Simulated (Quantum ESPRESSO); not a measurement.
Single-point calculation, with input and output: C

- system: C (4 atoms in the cell)
- method: Kohn-Sham DFT of a periodic cell, PBEsol, GBRV 1.5 PBEsol, no spin polarisation (Quantum ESPRESSO 7.5)

The structure derives from a Materials Project entry. The volume is scaled by 1.02.

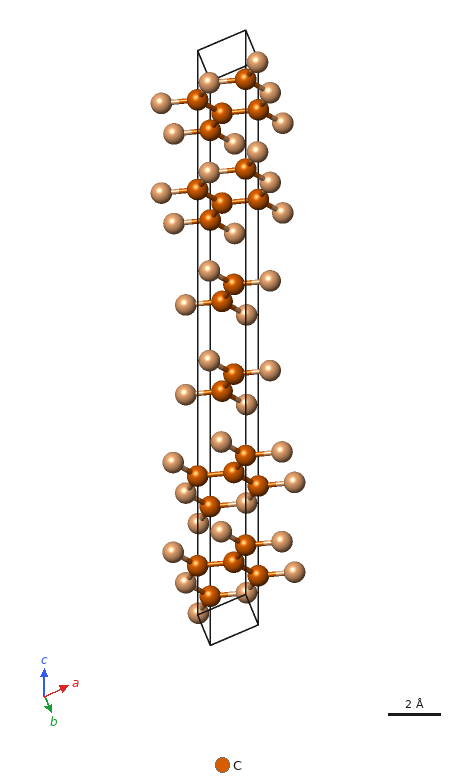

Figure 1. The structure as given in the input (ball-and-stick view of the cell 3 times as large as that of the calculation, set on its symmetry axes, seen at an oblique angle; neighbours outside the cell are drawn fainter).

### Results in brief

| quantity | value |
| --- | --- |
| outcome | converged |
| space group (tolerance 0.01 Å) | R-3m (166) |
| electrons treated | 16 |
| free energy | −624.4811 eV |
| Fermi energy | 4.618 eV |
| gap on the k-point mesh | 0.18 eV |
| pressure | −6.29 GPa |
| largest force (length of the vector) | 0.004 eV/Å |
| hardware | 2 threads of AMD EPYC (Zen 5), 64 GiB of memory available, shared host |
| wall time | 70 s (CPU time 2.3 min) |
| peak memory | 0.56 GiB |

### The input
```
&CONTROL
  calculation = 'scf'
  prefix = 'pwscf'
  outdir = './tmp'
  pseudo_dir = './pseudo'
  tprnfor = .true.
  tstress = .true.
  disk_io = 'nowf'
/
&SYSTEM
  ibrav = 0
  nat = 4
  ntyp = 1
  ecutwfc = 45
  ecutrho = 360
  nbnd = 14
  occupations = 'smearing'
  smearing = 'fd'
  degauss = 0.00367493
/
&ELECTRONS
  conv_thr = 8d-10
  electron_maxstep = 120
  mixing_beta = 0.5
/
ATOMIC_SPECIES
C     12.0110 c_pbesol_v1.2.uspp.F.UPF
CELL_PARAMETERS angstrom
   1.2413551441    0.7166967267    8.3374684561
  -1.2413551441    0.7166967267    8.3374684561
   0.0000000000   -1.4333934532    8.3374684561
ATOMIC_POSITIONS crystal
C      0.0871730800    0.0871730800    0.0871730800
C      0.7538500600    0.7538500600    0.7538500600
C      0.2461499400    0.2461499400    0.2461499400
C      0.9128269200    0.9128269200    0.9128269200
K_POINTS automatic
12 12 12 0 0 0
```

Command:
```bash
OMP_NUM_THREADS=1 mpirun -n 2 pw.x -nk 2 -in pw.in > pw.out
```

### Output
```
This program is part of the open-source Quantum ESPRESSO suite
     for quantum simulation of materials; please cite
         "P. Giannozzi et al., J. Phys.:Condens. Matter 21 395502 (2009);
         "P. Giannozzi et al., J. Phys.:Condens. Matter 29 465901 (2017);
         "P. Giannozzi et al., J. Chem. Phys. 152 154105 (2020);
          URL
     in publications or presentations arising from this work. More details at

     Message from routine setup:
     using ibrav=0 with symmetry is DISCOURAGED, use correct ibrav instead

     K-points division:     npool     =       2
     Subspace diagonalization in iterative solution of the eigenvalue problem:
     a serial algorithm will be used

     G-vector sticks info
     --------------------
     sticks:   dense  smooth     PW     G-vecs:    dense   smooth      PW
     Sum        2133    1057    395                34643    12193    2681

     Using Slab Decomposition

     bravais-lattice index     =            0
     lattice parameter (alat)  =      15.9867  a.u.
     unit-cell volume          =     300.3402 (a.u.)^3
     number of atoms/cell      =            4
     number of atomic types    =            1
     number of electrons       =        16.00
     number of Kohn-Sham states=           14
     kinetic-energy cutoff     =      45.0000  Ry
     charge density cutoff     =     360.0000  Ry
     scf convergence threshold =      8.0E-10
     mixing beta               =       0.5000
     number of iterations used =            8  plain     mixing
     Exchange-correlation= SLA  PW   PSX  PSC
                           (   1   4  10   8   0   0   0)

     celldm(1)=  15.986681  celldm(2)=   0.000000  celldm(3)=   0.000000
     celldm(4)=   0.000000  celldm(5)=   0.000000  celldm(6)=   0.000000

     crystal axes: (cart. coord. in units of alat)
               a(1) = (   0.146736   0.084718   0.985541 )
               a(2) = (  -0.146736   0.084718   0.985541 )
               a(3) = (   0.000000  -0.169436   0.985541 )

     reciprocal axes: (cart. coord. in units 2 pi/alat)
               b(1) = (  3.407481  1.967310  0.338224 )
               b(2) = ( -3.407481  1.967310  0.338224 )
               b(3) = (  0.000000 -3.934620  0.338224 )

     PseudoPot. # 1 for C  read from file:
     c_pbesol_v1.2.uspp.F.UPF
     Pseudo is Ultrasoft + core correction, Zval =  4.0
     Generated by new atomic code, or converted to UPF format
     Using radial grid of  721 points,  4 beta functions with:
                l(1) =   0
                l(2) =   0
                l(3) =   1
                l(4) =   1
     Q(r) pseudized with  8 coefficients,  rinner =    1.100   1.100   1.100

     atomic species   valence    mass     pseudopotential
     C                 4.00    12.01100     C ( 1.00)

     12 Sym. Ops., with inversion, found

   Cartesian axes

     site n.     atom                  positions (alat units)
         1        C      tau(   1) = (   0.0000000   0.0000000   0.2577380  )
         2        C      tau(   2) = (   0.0000000   0.0000000   2.2288508  )
         3        C      tau(   3) = (  -0.0000000   0.0000000   0.7277727  )
         4        C      tau(   4) = (   0.0000000   0.0000000   2.6988855  )

     number of k points=   189  Fermi-Dirac smearing, width (Ry)=  0.0037

     Number of k-points >= 100: set verbosity='high' to print them.

     Dense  grid:    34643 G-vectors     FFT dimensions: ( 100, 100, 100)

     Smooth grid:    12193 G-vectors     FFT dimensions: (  72,  72,  72)

     Initial potential from superposition of free atoms

     starting charge      15.9998, renormalised to      16.0000
     Starting wfcs are   16 randomized atomic wfcs

     Self-consistent Calculation

     iteration #  1     ecut=    45.00 Ry     beta= 0.50
     Davidson diagonalization with overlap
     ethr =  1.00E-02,  avg # of iterations =  4.4

     total energy              =     -45.88448870 Ry
     estimated scf accuracy    <       0.36573871 Ry

     iteration #  2     ecut=    45.00 Ry     beta= 0.50
     Davidson diagonalization with overlap
     ethr =  2.29E-03,  avg # of iterations =  2.4

     total energy              =     -45.89327248 Ry
     estimated scf accuracy    <       0.03417937 Ry

     iteration #  3     ecut=    45.00 Ry     beta= 0.50
     Davidson diagonalization with overlap
     ethr =  2.14E-04,  avg # of iterations =  4.0

     total energy              =     -45.89842846 Ry
     estimated scf accuracy    <       0.00090639 Ry

     iteration #  4     ecut=    45.00 Ry     beta= 0.50
     Davidson diagonalization with overlap
     ethr =  5.66E-06,  avg # of iterations =  4.6

     total energy              =     -45.89850854 Ry
     estimated scf accuracy    <       0.00007556 Ry

     iteration #  5     ecut=    45.00 Ry     beta= 0.50
     Davidson diagonalization with overlap
     ethr =  4.72E-07,  avg # of iterations =  1.9

     total energy              =     -45.89851646 Ry
     estimated scf accuracy    <       0.00000329 Ry

     iteration #  6     ecut=    45.00 Ry     beta= 0.50
     Davidson diagonalization with overlap
     ethr =  2.05E-08,  avg # of iterations =  2.1

     total energy              =     -45.89851734 Ry
     estimated scf accuracy    <       0.00000192 Ry

     iteration #  7     ecut=    45.00 Ry     beta= 0.50
     Davidson diagonalization with overlap
     ethr =  1.20E-08,  avg # of iterations =  2.0

     total energy              =     -45.89851754 Ry
     estimated scf accuracy    <       0.00000003 Ry

     iteration #  8     ecut=    45.00 Ry     beta= 0.50
     Davidson diagonalization with overlap
     ethr =  2.04E-10,  avg # of iterations =  2.2

     End of self-consistent calculation

     Number of k-points >= 100: set verbosity='high' to print the bands.

     the Fermi energy is     4.6177 ev

!    total energy              =     -45.89851755 Ry
     estimated scf accuracy    <          2.5E-10 Ry
     smearing contrib. (-TS)   =      -0.00012510 Ry
     internal energy E=F+TS    =     -45.89839245 Ry

     The total energy is F=E-TS. E is the sum of the following terms:
     one-electron contribution =     -30.56964842 Ry
     hartree contribution      =      21.77987598 Ry
     xc contribution           =     -14.34218129 Ry
     ewald contribution        =     -22.76643872 Ry

     convergence has been achieved in   8 iterations

     Forces acting on atoms (cartesian axes, Ry/au):

     atom    1 type  1   force =    -0.00000000    0.00000000    0.00011854
     atom    2 type  1   force =     0.00000000    0.00000000   -0.00017479
     atom    3 type  1   force =    -0.00000000    0.00000000    0.00017479
     atom    4 type  1   force =     0.00000000   -0.00000000   -0.00011854

     Total force =     0.000299     Total SCF correction =     0.000008

     Computing stress (Cartesian axis) and pressure

          total   stress  (Ry/bohr**3)                   (kbar)     P=      -62.90
  -0.00063107   0.00000000  -0.00000000          -92.83        0.00       -0.00
   0.00000000  -0.00063107   0.00000000            0.00      -92.83        0.00
   0.00000000   0.00000000  -0.00002051            0.00        0.00       -3.02

=------------------------------------------------------------------------------=
   JOB DONE.
=------------------------------------------------------------------------------=
```

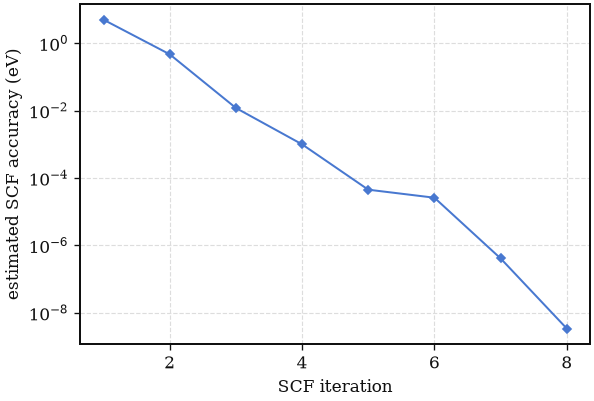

Figure 2. Convergence of the self-consistent field: estimated SCF accuracy against the iteration. The field takes 8 iterations in all.
